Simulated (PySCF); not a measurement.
# acetone (C₃H₆O): electronic excitations at several levels of theory, part 2 of 2

PySCF 2.14.0. Atoms count from 0. Earlier steps stand in the parts before.

### Step 9. TDDFT and polarisability: PBE0/def2-TZVP

What the job is given:

```
{"job": {"kind": "uv", "xc": "PBE0", "basis": "def2-TZVP"}, "charge": 0, "multiplicity": 1}
C     -1.272676    -0.122551    -0.189876
C     -0.028384     0.127329     0.629032
C      1.286361     0.062041    -0.111772
O     -0.081393     0.363523     1.811464
H     -1.233234    -1.121296    -0.653508
H     -1.343594     0.606818    -1.012592
H     -2.160114    -0.045889     0.450401
H      2.112712     0.264654     0.580608
H      1.419699    -0.930772    -0.570552
H      1.300624     0.796145    -0.933206
```

Method: TDDFT PBE0/def2-TZVP, vertical, gas phase, core orbitals frozen in the response.

The log of the run:

```text
coarse grid: 8064 points
cycle   1  E = -192.8826329492  dE =  3.734e-01  |g| = 7.929e-01  |ddm| = 2.200e+00
cycle   2  E = -192.4988531483  dE =  3.838e-01  |g| = 1.619e+00  |ddm| = 6.961e+00
cycle   3  E = -193.0036381212  dE = -5.048e-01  |g| = 1.610e-01  |ddm| = 6.121e+00
cycle   4  E = -193.0093011870  dE = -5.663e-03  |g| = 5.229e-02  |ddm| = 1.604e-01
cycle   5  E = -193.0099212930  dE = -6.201e-04  |g| = 5.579e-03  |ddm| = 3.751e-02
cycle   6  E = -193.0099267096  dE = -5.417e-06  |g| = 1.544e-03  |ddm| = 9.137e-03
final grid: 77064 points
cycle   7  E = -193.0026726111  dE = -2.465e-05  |g| = 1.175e-02  |ddm| = 4.519e-02
cycle   8  E = -193.0026000480  dE =  7.256e-05  |g| = 2.297e-02  |ddm| = 2.928e-02
cycle   9  E = -193.0026978570  dE = -9.781e-05  |g| = 1.749e-03  |ddm| = 2.367e-02
cycle  10  E = -193.0026984765  dE = -6.195e-07  |g| = 1.790e-04  |ddm| = 2.017e-03
cycle  11  E = -193.0026984840  dE = -7.484e-09  |g| = 3.575e-05  |ddm| = 1.847e-04
cycle  12  E = -193.0026984843  dE = -3.370e-10  |g| = 8.695e-06  |ddm| = 6.885e-05
converged SCF energy = -193.0026984843

Static polarisability (au): isotropic 39.870, principal 32.180 42.948 44.482

Singlet excitations
state   eV       nm        f      main configurations
  1   4.4890    276.2   0.00000   H->L 0.99
  2   6.9903    177.4   0.02765   H->L+1 0.99
  3   8.4800    146.2   0.00702   H->L+2 0.78, H-1->L 0.21
  4   8.5246    145.4   0.00000   H-2->L 0.98
  5   8.7117    142.3   0.03570   H->L+3 0.98
  6   8.8686    139.8   0.00160   H-3->L 0.95
  7   8.8703    139.8   0.00002   H->L+4 0.99
  8   9.2710    133.7   0.20368   H-1->L 0.66, H->L+2 0.19
  9   9.4793    130.8   0.00111   H->L+5 0.52, H-4->L 0.46
 10   9.6886    128.0   0.14376   H->L+6 0.91

Triplet excitations (Tamm-Dancoff, eV): 3.8584 5.9633 6.8703 8.0336
```

Wall time 9.5 s (1 thread, shared host).

This run: HOMO -7.23 eV, LUMO -0.35 eV; lowest singlet 4.49 eV.

### Step 10. Ultraviolet spectrum: PBE0/aug-cc-pVDZ

Same as in step 9 but for these lines:

```diff
@@ -1,2 +1,2 @@
-{"job": {"kind": "uv", "xc": "PBE0", "basis": "def2-TZVP"}, "charge": 0, "multiplicity": 1}
+{"job": {"kind": "uv", "xc": "PBE0", "basis": "aug-cc-pVDZ"}, "charge": 0, "multiplicity": 1}
 C     -1.272676    -0.122551    -0.189876
```

With the program's defaults for keys left out, this is: TDDFT PBE0/aug-cc-pVDZ, vertical, gas phase, core orbitals frozen in the response.

The log of the run:

```text
coarse grid: 8064 points
cycle   1  E = -192.8272284924  dE =  3.934e-01  |g| = 7.529e-01  |ddm| = 6.980e+00
cycle   2  E = -192.4539132916  dE =  3.733e-01  |g| = 1.560e+00  |ddm| = 2.915e+00
cycle   3  E = -192.9430518415  dE = -4.891e-01  |g| = 1.477e-01  |ddm| = 1.986e+00
cycle   4  E = -192.9480296660  dE = -4.978e-03  |g| = 4.644e-02  |ddm| = 3.293e-01
cycle   5  E = -192.9485477324  dE = -5.181e-04  |g| = 4.601e-03  |ddm| = 8.703e-02
cycle   6  E = -192.9485516170  dE = -3.885e-06  |g| = 1.216e-03  |ddm| = 9.693e-03
final grid: 77064 points
cycle   7  E = -192.9528379492  dE = -2.968e-06  |g| = 1.085e-02  |ddm| = 1.082e-01
cycle   8  E = -192.9527733075  dE =  6.464e-05  |g| = 2.115e-02  |ddm| = 3.903e-02
cycle   9  E = -192.9528617962  dE = -8.849e-05  |g| = 1.729e-03  |ddm| = 2.452e-02
cycle  10  E = -192.9528624702  dE = -6.740e-07  |g| = 8.590e-05  |ddm| = 2.910e-03
cycle  11  E = -192.9528624721  dE = -1.865e-09  |g| = 2.300e-05  |ddm| = 2.590e-04
cycle  12  E = -192.9528624723  dE = -1.561e-10  |g| = 4.395e-06  |ddm| = 6.300e-05
converged SCF energy = -192.9528624723

Static polarisability (au): isotropic 42.468, principal 34.092 46.320 46.993

Singlet excitations
state   eV       nm        f      main configurations
  1   4.4582    278.1   0.00000   H->L 0.96
  2   6.0359    205.4   0.02903   H->L+1 0.98
  3   6.9212    179.1   0.00159   H->L+2 0.98
  4   7.0567    175.7   0.00000   H->L+3 0.96
  5   7.2285    171.5   0.01759   H->L+4 0.94
  6   7.5844    163.5   0.02458   H->L+6 0.93
  7   7.7263    160.5   0.04744   H->L+5 0.98
  8   7.9085    156.8   0.01365   H->L+7 0.99
  9   8.4026    147.6   0.00000   H->L+8 0.98
 10   8.4469    146.8   0.00000   H-2->L 0.96

Triplet excitations (Tamm-Dancoff, eV): 3.8411 5.9653 5.9794 6.8074
```

Wall time 7.9 s (1 thread, shared host).

Key values: HOMO -7.24 eV, LUMO -0.47 eV; lowest singlet 4.46 eV.

### Step 11. Excited states and response: PBE0/def2-TZVPD

Same as in step 10 but for these lines:

```diff
@@ -1,2 +1,2 @@
-{"job": {"kind": "uv", "xc": "PBE0", "basis": "aug-cc-pVDZ"}, "charge": 0, "multiplicity": 1}
+{"job": {"kind": "uv", "xc": "PBE0", "basis": "def2-TZVPD"}, "charge": 0, "multiplicity": 1}
 C     -1.272676    -0.122551    -0.189876
```

Method: TDDFT PBE0/def2-TZVPD, vertical, gas phase, core orbitals frozen in the response.

The log of the run:

```text
coarse grid: 8064 points
cycle   1  E = -192.8839599585  dE =  3.734e-01  |g| = 7.919e-01  |ddm| = 2.686e+00
cycle   2  E = -192.4888461027  dE =  3.951e-01  |g| = 1.633e+00  |ddm| = 1.488e+00
cycle   3  E = -193.0048001364  dE = -5.160e-01  |g| = 1.603e-01  |ddm| = 1.144e+00
cycle   4  E = -193.0103363952  dE = -5.536e-03  |g| = 5.354e-02  |ddm| = 2.005e-01
cycle   5  E = -193.0109886517  dE = -6.523e-04  |g| = 5.460e-03  |ddm| = 5.445e-02
cycle   6  E = -193.0109939215  dE = -5.270e-06  |g| = 1.359e-03  |ddm| = 5.531e-03
final grid: 77064 points
cycle   7  E = -193.0037594761  dE = -2.711e-05  |g| = 1.165e-02  |ddm| = 1.996e-01
cycle   8  E = -193.0036874767  dE =  7.200e-05  |g| = 2.286e-02  |ddm| = 2.046e-02
cycle   9  E = -193.0037843603  dE = -9.688e-05  |g| = 1.732e-03  |ddm| = 1.244e-02
cycle  10  E = -193.0037849715  dE = -6.113e-07  |g| = 1.798e-04  |ddm| = 1.363e-03
cycle  11  E = -193.0037849791  dE = -7.620e-09  |g| = 3.468e-05  |ddm| = 2.984e-04
cycle  12  E = -193.0037849795  dE = -3.221e-10  |g| = 7.631e-06  |ddm| = 7.016e-05
converged SCF energy = -193.0037849795

Static polarisability (au): isotropic 42.416, principal 34.178 46.294 46.776

Singlet excitations
state   eV       nm        f      main configurations
  1   4.4678    277.5   0.00000   H->L 0.98
  2   6.3075    196.6   0.03229   H->L+1 0.98
  3   7.4253    167.0   0.00052   H->L+2 0.97
  4   7.6394    162.3   0.00056   H->L+3 0.98
  5   7.9327    156.3   0.00000   H->L+4 0.98
  6   8.0984    153.1   0.05679   H->L+5 0.97
  7   8.4576    146.6   0.00000   H-2->L 0.95
  8   8.4860    146.1   0.08678   H->L+6 0.99
  9   8.5701    144.7   0.00001   H->L+7 0.96
 10   8.8138    140.7   0.02092   H->L+8 0.92

Triplet excitations (Tamm-Dancoff, eV): 3.8514 5.9596 6.2167 7.2693
```

It took 14 s on 1 thread, shared host.

This run: HOMO -7.27 eV, LUMO -0.45 eV; lowest singlet 4.47 eV.

### Step 12. Excited states and response: PBE0/6-31+G*

Same as in step 11 but for these lines:

```diff
@@ -1,2 +1,2 @@
-{"job": {"kind": "uv", "xc": "PBE0", "basis": "def2-TZVPD"}, "charge": 0, "multiplicity": 1}
+{"job": {"kind": "uv", "xc": "PBE0", "basis": "6-31+G*"}, "charge": 0, "multiplicity": 1}
 C     -1.272676    -0.122551    -0.189876
```

Method: TDDFT PBE0/6-31+G*, vertical, gas phase, core orbitals frozen in the response.

The log of the run:

```text
coarse grid: 8064 points
cycle   1  E = -192.8479420859  dE =  3.842e-01  |g| = 7.433e-01  |ddm| = 2.892e+00
cycle   2  E = -192.4902147270  dE =  3.577e-01  |g| = 1.529e+00  |ddm| = 7.501e+00
cycle   3  E = -192.9626074657  dE = -4.724e-01  |g| = 1.469e-01  |ddm| = 6.792e+00
cycle   4  E = -192.9675835349  dE = -4.976e-03  |g| = 4.446e-02  |ddm| = 1.913e-01
cycle   5  E = -192.9680576345  dE = -4.741e-04  |g| = 4.456e-03  |ddm| = 8.257e-02
cycle   6  E = -192.9680611805  dE = -3.546e-06  |g| = 1.411e-03  |ddm| = 9.121e-03
final grid: 77064 points
cycle   7  E = -192.9320487787  dE =  5.305e-07  |g| = 1.106e-02  |ddm| = 2.900e-02
cycle   8  E = -192.9319804015  dE =  6.838e-05  |g| = 2.168e-02  |ddm| = 3.942e-02
cycle   9  E = -192.9320738214  dE = -9.342e-05  |g| = 1.675e-03  |ddm| = 2.964e-02
cycle  10  E = -192.9320744609  dE = -6.396e-07  |g| = 6.550e-05  |ddm| = 2.255e-03
cycle  11  E = -192.9320744620  dE = -1.049e-09  |g| = 2.212e-05  |ddm| = 1.721e-04
cycle  12  E = -192.9320744621  dE = -1.210e-10  |g| = 6.853e-06  |ddm| = 5.610e-05
converged SCF energy = -192.9320744621

Static polarisability (au): isotropic 38.641, principal 30.568 40.723 44.632

Singlet excitations
state   eV       nm        f      main configurations
  1   4.4925    276.0   0.00000   H->L 0.98
  2   6.4655    191.8   0.04247   H->L+1 0.98
  3   7.4035    167.5   0.00258   H->L+2 0.97
  4   7.6669    161.7   0.00000   H->L+3 0.98
  5   7.6832    161.4   0.00001   H->L+4 0.96
  6   8.0255    154.5   0.06994   H->L+5 0.97
  7   8.3768    148.0   0.07089   H->L+6 0.98
  8   8.5431    145.1   0.00000   H-2->L 0.98
  9   8.6483    143.4   0.02277   H->L+7 1.00
 10   8.7631    141.5   0.00716   H->L+8 0.93

Triplet excitations (Tamm-Dancoff, eV): 3.8670 5.9795 6.3639 7.2440
```

Wall time 4.1 s (1 thread, shared host).

This run: HOMO -7.26 eV, LUMO -0.41 eV; lowest singlet 4.49 eV.

### Step 13. Comparing the runs: electronic excitations

Excitations and ground-state properties, with basis size and wall time:

| run | lowest singlet (eV) | brightest (eV) | f | gap (eV) | α (Å³) | μ (D) | functions | time |
| --- | --- | --- | --- | --- | --- | --- | --- | --- |
| BHandHLYP/def2-SVPD | 4.69 | 9.42 | 0.298 | 9.68 | 5.97 | 3.25 | 131 | 14 s |
| CAM-B3LYP/def2-SVPD | 4.50 | 9.20 | 0.269 | 9.52 | 6.13 | 3.19 | 131 | 17 s |
| wB97X-D/def2-SVPD | 4.51 | 9.25 | 0.240 | 10.64 | 6.12 | 3.17 | 131 | 16 s |
| LC-wPBE/def2-SVPD | 4.49 | 9.53 | 0.180 | 12.06 | 5.97 | 3.17 | 131 | 20 s |
| PBE0/6-31G* | 4.48 | 9.23 | 0.156 | 6.92 | 5.01 | 2.83 | 68 | 3.2 s |
| PBE0/def2-SVP | 4.48 | 9.57 | 0.139 | 6.91 | 5.18 | 2.86 | 86 | 4.3 s |
| PBE0/def2-TZVP | 4.49 | 9.27 | 0.204 | 6.88 | 5.91 | 2.99 | 160 | 9.5 s |
| PBE0/aug-cc-pVDZ | 4.46 | 7.73 | 0.047 | 6.77 | 6.29 | 3.06 | 146 | 7.9 s |
| PBE0/def2-TZVPD | 4.47 | 8.49 | 0.087 | 6.81 | 6.29 | 3.06 | 205 | 14 s |
| PBE0/6-31+G* | 4.49 | 8.38 | 0.071 | 6.86 | 5.73 | 3.14 | 84 | 4.1 s |

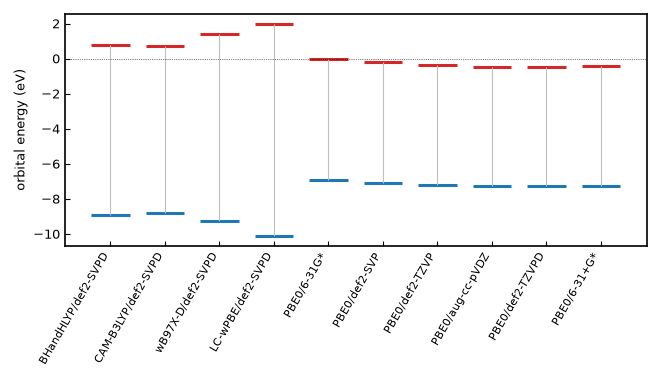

HOMO (blue) and LUMO (red) run by run.

Measured dipole: 2.88 D (gas; NIST CCCBDB Release 22 (SRD 101), experimental dipoles).

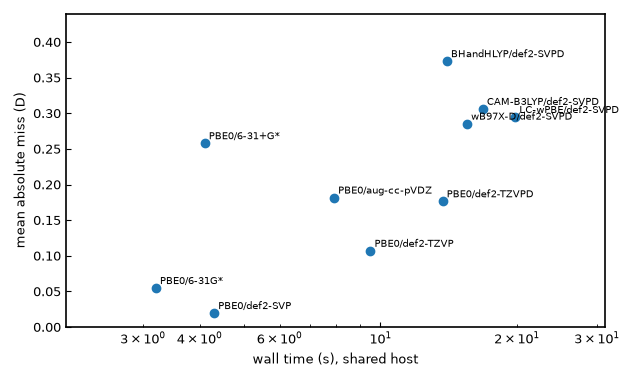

Cost against miss for the measured dipole.

Measured polarisability: 6.27 Å³ (gas; NIST CCCBDB Release 22 (SRD 101), experimental polarizabilities).

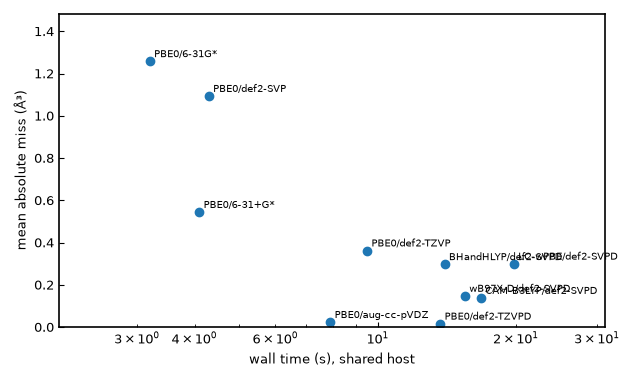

Cost against miss for the measured polarisability.

### Step 14. Outcome

This closing draws on all 2 parts.

| quantity | value |
| --- | --- |
| point group | C2v |
| rotational constants (main isotopes) | 10.19, 8.56, 4.94 GHz |
| lowest singlet (BHandHLYP/def2-SVPD) | 4.69 eV (265 nm), f = 0.000 |
| brightest single state of those computed | state 7, 9.42 eV, f = 0.298 |
| lowest triplet | 4.10 eV |
| vertical ionisation energy (ΔSCF) | 9.61 eV |
| range of the lowest singlet | 4.46 to 4.69 eV |

Single values in the summary come from the first run of each kind that ended normally (BHandHLYP/def2-SVPD), which need not be the best level. The optimisation took 9 steps and gained 0.043 eV; among the close pairs (by a distance rule), C1–O3 changed most, from 1.230 to 1.207 Å. No frequency check was run at this level, so the end point may be a saddle. The lowest computed singlet (4.69 eV, vertical) stands against 4.48 eV for the lowest singlet in the measured list; the two are paired by order alone, not by symmetry. The lowest computed triplet (4.10 eV, vertical) stands against 4.15 eV for the lowest triplet in the measured list; the two are paired by order alone, not by symmetry. At BHandHLYP/def2-SVPD, the highest states lie near or above the ionisation energy, where they hang on the basis. ΔSCF puts the ionisation energy at 9.61 eV, 0.70 eV above −ε(HOMO). The lowest singlet runs from 4.46 eV (PBE0/aug-cc-pVDZ) to 4.69 eV (BHandHLYP/def2-SVPD), while the orbital gap spans 6.77 to 12.06 eV. The lowest state need not be the same one in every run. The runs solved for a few states only, so the brightest column depends on that window. For the measured dipole, PBE0/def2-SVP misses least (0.02 D, 4.3 s) and BHandHLYP/def2-SVPD most (0.37 D, 14 s); the quickest, PBE0/6-31G*, misses by 0.05 D in 3.2 s. For the measured polarisability, PBE0/def2-TZVPD misses least (0.02 Å³, 14 s) and PBE0/6-31G* most (1.26 Å³, 3.2 s). One molecule ranks no method: errors cancel, and vibration and temperature are missing from all runs.
